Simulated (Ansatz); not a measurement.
## AlRu: single-point calculation

- system: AlRu (Pm-3m, 8 atoms in the cell)
- method: DFT r2SCAN, scalar-relativistic, plane waves, PAW, no spin polarisation (Ansatz 0.2.0)

The structure derives from an entry of the Crystallography Open Database. It belongs to a series of runs on one base structure; here: the relaxed cell repeated 4 times. Figures and captions count atoms from 1; the log counts them from 0 in places.

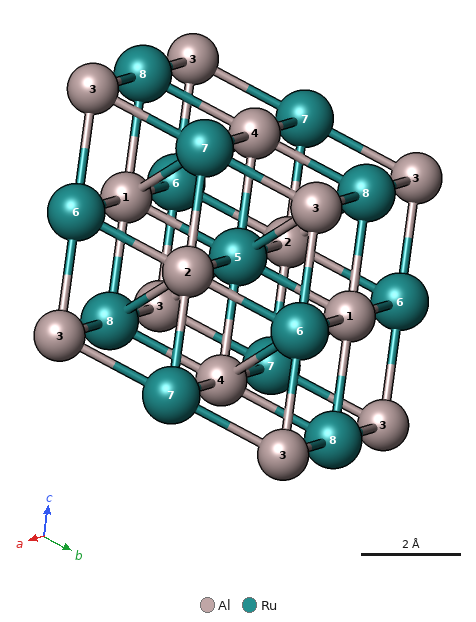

Figure 1. The structure (ball-and-stick view of the cell of the calculation, seen slightly off an axis; atoms are numbered from 1 in the order of the input). An atom can appear more than once, as a periodic image. Near neighbours in the periodic cell (some may lie outside the picture): Al has 8 Ru at 2.58 Å; Ru has 8 Al at 2.58 Å.

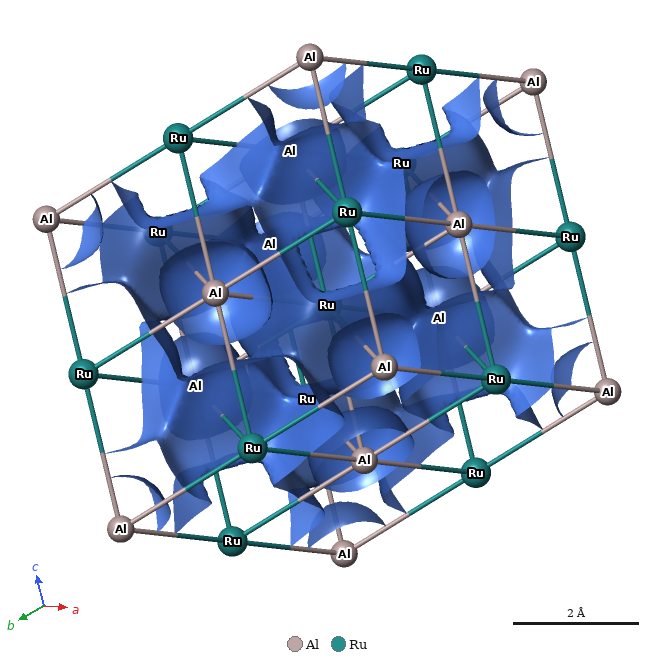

Figure 2. Isosurface of the ELF at 0.4 (blue), seen at an oblique angle. Only the valence region is drawn (cores and ρ < 0.01 e/Å³ removed). Sticks mark near contacts. The outline is the calculation cell. The ELF exceeds this value in one network that runs through the whole crystal, counted in one cell of 8 atoms.  Values along the shortest contacts: Al–Ru (2.58 Å): the ELF is about 0.40 at the midpoint (no localised pair between them). In a PAW calculation such maps are meaningful between the atoms, not at the nuclei.

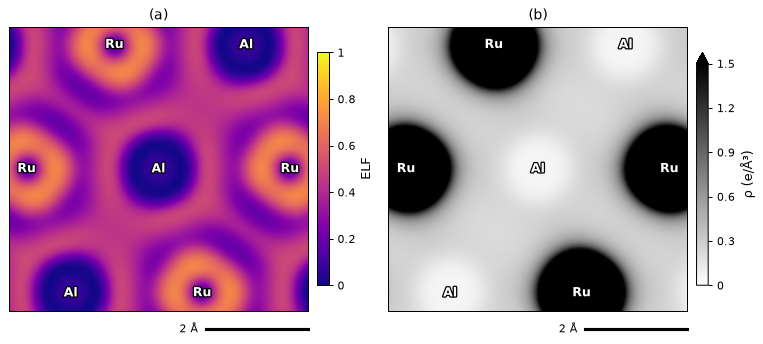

Figure 3. (a) ELF; (b) valence charge density (pseudo) on the (010) plane of the calculation cell. Al–Ru (2.58 Å): ρ is about 0.37 e/Å³ halfway; the ELF is about 0.40 at the midpoint (no shared electron pair). Away from the nuclei the density in this plane falls to 0.21 e/Å³ at its lowest. The strong features right at Ru lie inside the PAW spheres (semicore, d or f shells) and say nothing about bonding.

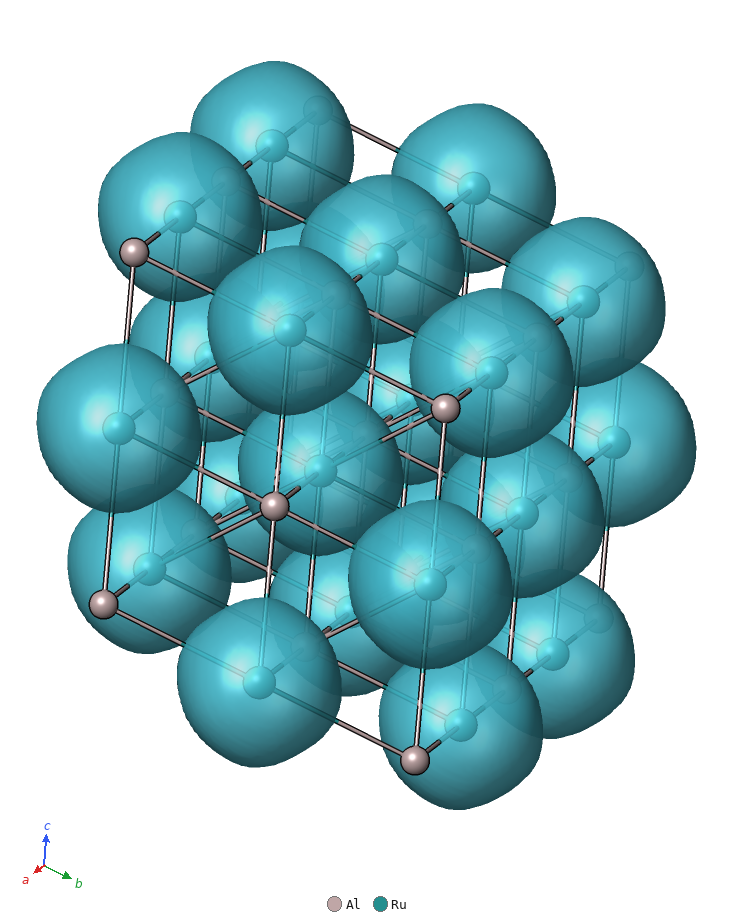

Figure 4. Isosurface of the valence charge density (pseudo) at 0.4 e/Å³ (cyan), seen slightly off an axis. Sticks mark near contacts. The outline is the calculation cell. At this value the density breaks into separate islands; it holds about 75 % of the electrons treated as valence (semicore included). It is pinched off along the Al–Ru (2.58 Å) contacts. On the grid the lowest density along these lines, outside the cores, is 0.26 e/Å³ (Al–Ru, 2.58 Å).

These pictures come from the run below.

## Input
```yaml
crystal:
  lattice:
    - [-2.9826244058, 2.9826244058, 2.9826244058]
    - [2.9826244058, -2.9826244058, 2.9826244058]
    - [2.9826244058, 2.9826244058, -2.9826244058]
  atoms:
    - { symbol: Al, position: [0.5, 0.0, 0.5] }
    - { symbol: Al, position: [0.0, 0.5, 0.5] }
    - { symbol: Al, position: [0.0, 0.0, 0.0] }
    - { symbol: Al, position: [0.5, 0.5, 0.0] }
    - { symbol: Ru, position: [0.5, 0.5, 0.5] }
    - { symbol: Ru, position: [0.0, 0.0, 0.5] }
    - { symbol: Ru, position: [0.0, 0.5, 0.0] }
    - { symbol: Ru, position: [0.5, 0.0, 0.0] }
basis:
  ecutwfc: 500
kpoints:
  mp_grid: { grid: [14, 14, 14] }
hamiltonian:
  xc: r2scan
scf:
  occupations: { method: gaussian, width: 0.15 }
output:
  forces: true
  stress: true
  eigenvalues: true
  write_density: true
  write_potential: true
  elf: true
  volumetric_format: npy
```

Run as:
```bash
ansatz run input.yaml --threads 1 --pin off --max-ram 2560MiB --backend cpu --events-out ev --progress --plain --runs-dir out
```

## What the program printed
```
Engine: ansatz 0.2.0, x86_64-unknown-linux-gnu
Pseudopotentials: kind: paw
Pseudopotential: Al, paw, valence charge 3, recommended cutoff 500 eV (meta_gga), Al.paw.azcp
Pseudopotential: Ru, paw, valence charge 16, recommended cutoff 500 eV (meta_gga), Ru.paw.azcp
Functional definition: r2SCAN
  parameter k0 = 0.174
  parameter k1 = 0.065
  parameter a1 = 4.9479
  exchange = r2scan_x(k0 = k0, k1 = k1, a1 = a1)
  correlation = r2scan_c
Crystal: 8 atoms, lattice volume = 106.134 Å³
Basis set: ecut = 500 eV, 2731 PW (Γ), exchange–correlation on 160×160×160 points (64 copies of the dense FFT grid, shifted against one another)
Bands: 46, of which v1, the nominal top of the filled ones, is band 38 counted from 1 (37 counted from 0)
Symmetry: 192 space group operations
Space group: Pm-3m (ITA 221), of the structure as read, at distance tolerance 4.7e-5 Å
k-points: 104 of 2744
Non-local potential: Al, projectors of the file, l = 0: 2, l = 1: 2, l = 2: 1
Non-local potential: Ru, projectors of the file, l = 0: 3, l = 1: 2, l = 2: 2, l = 3: 1
PAW form: soft (Blöchl's): semilocal exchange-correlation on the pseudo side does not see the compensation charge
PAW frozen core: Al, regenerated for the run's functional (the file was generated under x = pbe(κ = 0.804, μ = 0.2195149727645171), c = pbe(β = 0.06672455060314922))
PAW frozen core: Ru, regenerated for the run's functional (the file was generated under x = pbe(κ = 0.804, μ = 0.2195149727645171), c = pbe(β = 0.06672455060314922))
PAW one-centre angular grid: Al, 302 points (default); XC on 160 Gauss nodes
PAW one-centre angular grid: Ru, 590 points (default); XC on 160 Gauss nodes
Initial density: superposition of atomic densities (neutral atoms: chi_scale 0, normalization atom), corrected by the library's trained network
Initial wavefunctions: pseudopotential atomic-orbital guess
Functional: x = r2scan, c = r2scan; τ floored in thin density (d = 2e-4 eV/Å³)
SCF iter   1: F=—  HF=-25730.129454 eV  |F-HF|=—  |Δ(HF+E_count)|=         —  Δρ=7.03e-3  dr2=2.49e-2  dr2_τ=9.07e-2  ethr=1.77e-3  ⟨swp⟩=7.3  Hψ=19087  notcnv=0  defer=10
preconditioner: auto → Kerker (q_TF=auto, 2.581 Å⁻¹)  [metal: Δε(μ)=0.004 eV  Ē_g=6.329 eV  σ=0.150 eV  W_gap=0.01  n_scr=42 (ndim 8)  ℏωp=23.9 eV  f_vac=0.000  D(μ)=6.21/eV (n_scr^D=54)]
SCF iter   2: F=—  HF=-25730.206356 eV  |F-HF|=—  |Δ(HF+E_count)|=   7.69e-2  Δρ=3.97e-3  dr2=1.04e-2  dr2_τ=3.08e-4  ethr=3.27e-5  ⟨swp⟩=2.0  Hψ=8141  notcnv=0  defer=43
SCF iter   3: F=—  HF=-25730.204603 eV  |F-HF|=—  |Δ(HF+E_count)|=   1.75e-3  Δρ=1.16e-3  dr2=1.28e-3  dr2_τ=2.23e-4  ethr=1.37e-5  ⟨swp⟩=2.4  Hψ=8549  notcnv=0  defer=43
SCF iter   4: F=—  HF=-25730.204229 eV  |F-HF|=—  |Δ(HF+E_count)|=   3.73e-4  Δρ=3.23e-4  dr2=9.55e-5  dr2_τ=7.36e-6  ethr=1.69e-6  ⟨swp⟩=3.0  Hψ=8539  notcnv=0  defer=43
SCF iter   5: F=—  HF=-25730.204196 eV  |F-HF|=—  |Δ(HF+E_count)|=   3.39e-5  Δρ=7.24e-5  dr2=5.99e-6  dr2_τ=2.72e-7  ethr=1.26e-7  ⟨swp⟩=2.0  Hψ=5001  notcnv=0  defer=43
SCF iter   6: F=—  HF=-25730.204193 eV  |F-HF|=—  |Δ(HF+E_count)|=   2.13e-6  Δρ=1.21e-5  dr2=1.37e-7  dr2_τ=6.35e-9  ethr=7.89e-9  ⟨swp⟩=2.0  Hψ=6172  notcnv=0  defer=43
SCF iter   7: F=-25730.204193 eV  HF=-25730.204193 eV  |F-HF|=1.82e-10  |Δ(HF+E_count)|=   3.46e-9  Δρ=1.57e-6  dr2=1.57e-9  dr2_τ=3.35e-10  ethr=1.32e-10  ⟨swp⟩=12.4  Hψ=30226  notcnv=0
SCF 1 converged in 7 iterations: F = -25730.204193 eV  dr2 = 1.57e-9
  greatest PAW one-centre occupation: 0.998 electrons in one spin orbital (limit 2), on the Ru atom at site 7 (counted from 0), in its partial waves of l = 1
SCF converged after 7 iterations
Free energy (F): -25730.204193 eV
Harris-Foulkes:  -25730.204193 eV  (|F-HF|=1.82e-10)
Internal energy: -25730.134194 eV  (E = F + TS)
E sigma→0 (E₀):  -25730.169194 eV
Entropy (-TS):   -0.070000 eV (-8.750 meV/atom)
Fermi energy:    16.141106 eV
--- Per-component energies (eV) ---
  E_band       = -533.493268
  E_kinetic    = 2174.585508
  E_local      = -7155.298446  (includes V_loc(G=0)·N_el)
  E_nonlocal   = 1415.712242
  E_hartree    = 2544.828523
  E_xc         = -892.172583
  E_vxc        = -1206.465213  (∫ρ·V_xc dr)
  E_paw        = -15812.998398  (= ΣΔE_a)
  E_vpaw       = -934.174647  (= ΣTr[D̂ρ^β])
  E_aug_tail   = 0.000364  (compensation charges beyond the density's cutoff)
  E_vtau       = 82.493089  (kinetic-family band-sum trace: ∫τ·v_τ [+ j·A + Jᵃ·Aᵃ] dr)
  E_ewald      = -8003.307149
  E_core_change = -1.484255  (= ΣΔE_core)
  E_smearing   = -0.070000  (= −TS)
  E_closure    = -0.000000  (closes the sum)
  Σ components = -25730.204193   (vs F -25730.204193, Δ=0.00e0)
--- Forces (eV/Å), atoms counted from 1 ---
  atom   1  Al    -0.00000000     0.00000000    -0.00000000
  atom   2  Al    -0.00000000    -0.00000000    -0.00000000
  atom   3  Al    -0.00000000    -0.00000000     0.00000000
  atom   4  Al    -0.00000000     0.00000000     0.00000000
  atom   5  Ru     0.00000000    -0.00000000    -0.00000000
  atom   6  Ru     0.00000000    -0.00000000     0.00000000
  atom   7  Ru     0.00000000    -0.00000000     0.00000000
  atom   8  Ru     0.00000000    -0.00000000    -0.00000000
  max |Σ_I F_I| component: 1.30e-28 eV/Å
--- Stress (GPa, compression-positive) ---
       -0.022605      -0.000000      -0.000000
        0.000000      -0.022605       0.000000
       -0.000000      -0.000000      -0.022605
  P = ⅓ Tr σ = -0.0226 GPa (-0.226 kbar)
--- Band table (eV; the first three rows and the last of 104) ---
  k-point 0: bands = ["-57.7740", "-57.7377", "-57.7377", "-57.7377", "-27.1453", "-27.1453", "-27.1453", "-27.1453", "-27.1453", "-27.1453", "-26.9392", "-26.9392", "-26.9392", "-26.8976", "-26.8976", "-26.8976", "5.9365", "9.7862", "9.7862", "9.7862", "12.4121", "12.4121", "12.9612", "12.9612", "12.9612", "14.6568", "14.6568", "14.6568", "14.6568", "14.6568", "14.6568", "14.8755", "14.8755", "14.8755", "14.8755", "14.8755", "14.8755", "16.3085", "16.3085", "16.3085", "17.8774", "17.8774", "17.8774", "21.8696", "21.8696", "21.8696"]
  k-point 1: bands = ["-57.7735", "-57.7381", "-57.7377", "-57.7377", "-27.1454", "-27.1454", "-27.1431", "-27.1428", "-27.1422", "-27.1422", "-26.9421", "-26.9418", "-26.9387", "-26.9007", "-26.9007", "-26.8982", "5.9887", "9.8032", "9.8091", "9.8091", "12.4307", "12.4308", "12.8496", "12.9391", "12.9391", "14.3057", "14.3057", "14.3270", "14.3270", "14.6072", "14.6534", "14.8816", "14.8918", "15.2210", "15.2210", "15.2268", "15.2268", "16.2412", "16.2682", "16.2886", "17.9100", "17.9100", "17.9359", "21.9134", "21.9134", "21.9472"]
  k-point 2: bands = ["-57.7721", "-57.7395", "-57.7377", "-57.7377", "-27.1455", "-27.1455", "-27.1363", "-27.1352", "-27.1329", "-27.1329", "-26.9506", "-26.9495", "-26.9371", "-26.9098", "-26.9098", "-26.8997", "6.1441", "9.8363", "9.8759", "9.8759", "12.4844", "12.4865", "12.5689", "12.8424", "12.8424", "13.8777", "13.8777", "14.0438", "14.0438", "14.4693", "14.6342", "14.9007", "14.9401", "15.5536", "15.5536", "15.6536", "15.6536", "16.0437", "16.1565", "16.2302", "18.0225", "18.0225", "18.1021", "22.0640", "22.0640", "22.0911"]
  k-point 103: bands = ["-57.7555", "-57.7555", "-57.7555", "-57.7200", "-27.1765", "-27.1765", "-27.1765", "-27.1187", "-27.1187", "-27.1187", "-26.9187", "-26.9187", "-26.9187", "-26.9187", "-26.9187", "-26.9187", "9.9460", "9.9460", "9.9460", "10.4313", "10.4313", "10.4313", "11.1765", "11.1765", "11.1765", "13.2972", "13.2972", "13.2972", "14.4272", "14.4272", "14.4272", "14.4272", "14.4272", "14.4272", "16.5747", "16.5747", "16.5747", "17.9767", "17.9767", "18.6820", "18.6820", "18.6820", "19.3966", "20.4935", "20.4935", "20.4935"]
```

## Summary

- outcome: converged
- space group (tolerance 0.01 Å): Pm-3m (221)
- electrons treated: 76
- free energy: −25730.2042 eV
- Fermi energy: 16.141 eV
- gap on the k-point mesh: none (metallic)
- pressure: −0.02 GPa
- largest force (length of the vector): under 0.001 eV/Å
- hardware: 1 thread of Intel Xeon @ 2.70GHz, 189 GiB of memory available, shared host
- wall time: 64 s
- peak memory: 0.92 GiB
